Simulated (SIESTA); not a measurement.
## Energy of Fe along an even scaling of the cell

System: Fe (Im-3m, 1 atom in the cell).
Method: Kohn-Sham DFT of a periodic cell, PBE, PseudoDojo 0.4 standard, converted to PSML, spin-polarised (SIESTA 5.4.2).

The 7 runs differ only in the geometry, by an even scaling of the cell at fixed fractional positions. The structure derives from an entry of the Crystallography Open Database.

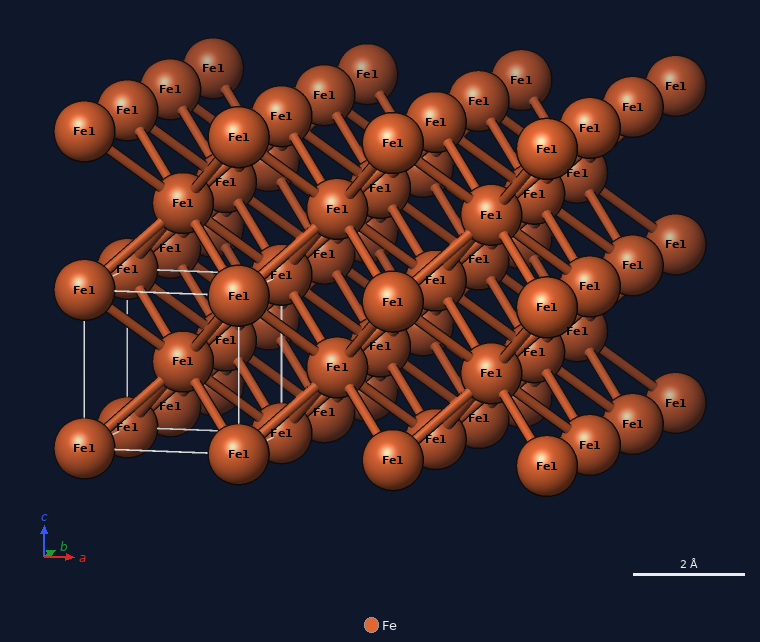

Figure 1. The structure of run 4 (ball-and-stick view of the cell 2 times as large as that of the calculation, set on its symmetry axes, repeated 3 × 3 × 2, seen slightly off an axis; atoms are numbered from 1 in the order of the input).

## Input of run 4
```
SystemName                      Fe
SystemLabel                     Fe
NumberOfSpecies                 1
NumberOfAtoms                   1
%block ChemicalSpeciesLabel
  1  26 Fe
%endblock ChemicalSpeciesLabel

LatticeConstant                 1.0 Ang
%block LatticeVectors
    -1.4430000000     1.4430000000     1.4430000000
     1.4430000000    -1.4430000000     1.4430000000
     1.4430000000     1.4430000000    -1.4430000000
%endblock LatticeVectors
AtomicCoordinatesFormat         Fractional
%block AtomicCoordinatesAndAtomicSpecies
     0.0000000000     0.0000000000     0.0000000000  1  Fe
%endblock AtomicCoordinatesAndAtomicSpecies

%block kgrid.MonkhorstPack
   13   0   0  0.0
    0  13   0  0.0
    0   0  13  0.0
%endblock kgrid.MonkhorstPack
XC.Functional                   GGA
XC.Authors                      PBE
PAO.BasisSize                   DZP
PAO.EnergyShift                 0.002 Ry
Mesh.Cutoff                     800 Ry
Spin                            polarized
%block DM.InitSpin
    1   3.000
%endblock DM.InitSpin
OccupationFunction              FD
ElectronicTemperature           0.05 eV
MaxSCFIterations                200
SCF.MustConverge                false
SCF.Mixer.Method                Pulay
SCF.Mixer.Weight                0.1
SCF.Mixer.History               10
SCF.DM.Tolerance                5.0e-05
SCF.H.Tolerance                 1.0e-03 eV
WriteForces                     true
Charge.Mulliken                 end
```

Command:
```bash
siesta Fe.fdf > Fe.out 2>&1
```

Run 5 differs from it as follows:
```diff
-    -1.4430000000     1.4430000000     1.4430000000
-     1.4430000000    -1.4430000000     1.4430000000
-     1.4430000000     1.4430000000    -1.4430000000
+    -1.4525565699     1.4525565699     1.4525565699
+     1.4525565699    -1.4525565699     1.4525565699
+     1.4525565699     1.4525565699    -1.4525565699
```

## Results, with one run withheld

```tsv
run	volume per atom (Å³)	free energy per atom, from the lowest run given (meV)	pressure (GPa)
1	11.298	0.43	1.32
2	11.538	0.00	−0.86
3	11.778	4.21	−4.60
4	12.019	12.64	−6.11
5	12.259	?	?
6	12.499	34.86	−9.74
7	12.740	50.54	−11.41
```

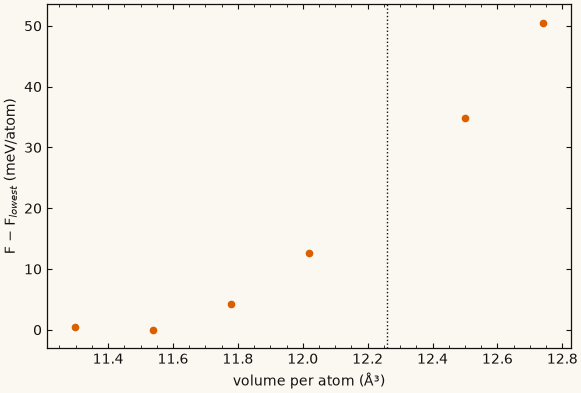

Figure 2. Free energy per atom of the runs given; the dotted line marks run 5.

Estimate the energy of run 5 from the others.

A cubic polynomial in V^(−2/3) (the Birch–Murnaghan form), fitted to the 6 runs given, misses them by at most 0.62 meV per atom. With x = V^(−2/3) − 0.19120 Å⁻², it reads F = 9.9017 − 3290 x + 2.5179e+05 x² + 2.3103e+06 x³ (meV per atom). At run 5 it gives 22.50 meV per atom, and the run itself gives 22.14. The slope of the fit gives a pressure −dF/dV of −7.85 GPa there, and the run prints −7.06 GPa. The two needn't agree exactly: the fit is approximate, and the printed stress is taken on a finite basis. The fit has its minimum at 11.416 Å³ per atom, where V d²F/dV² gives 142 GPa: the bulk modulus at this level, since symmetry fixes the shape and the positions.

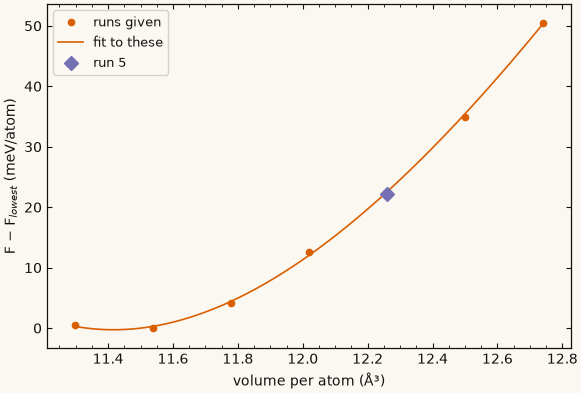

Figure 3. The fit and the withheld run.

## Some lines of the output (run 5)
```
[...]
outcell: Cell volume (Ang**3)        :     12.2591
stepf: Fermi-Dirac step function
siesta: Etot    =     -3409.461195
siesta: FreeEng =     -3409.469437
        iscf     Eharris(eV)        E_KS(eV)     FreeEng(eV)     dDmax    Ef(eV) dHmax(eV)
siesta: E_KS(eV) =            -3410.3579
siesta: E_KS - E_eggbox =     -3410.3579
siesta: Etot    =     -3410.357861
siesta: FreeEng =     -3410.367113
siesta:         Fermi =      -6.417423
siesta: Cell volume =         12.259116 Ang**3
    Orbital volume contribution        =           1.030726 eV
```

Notes: With a small basis of atomic orbitals these values can differ much from converged plane-wave results.
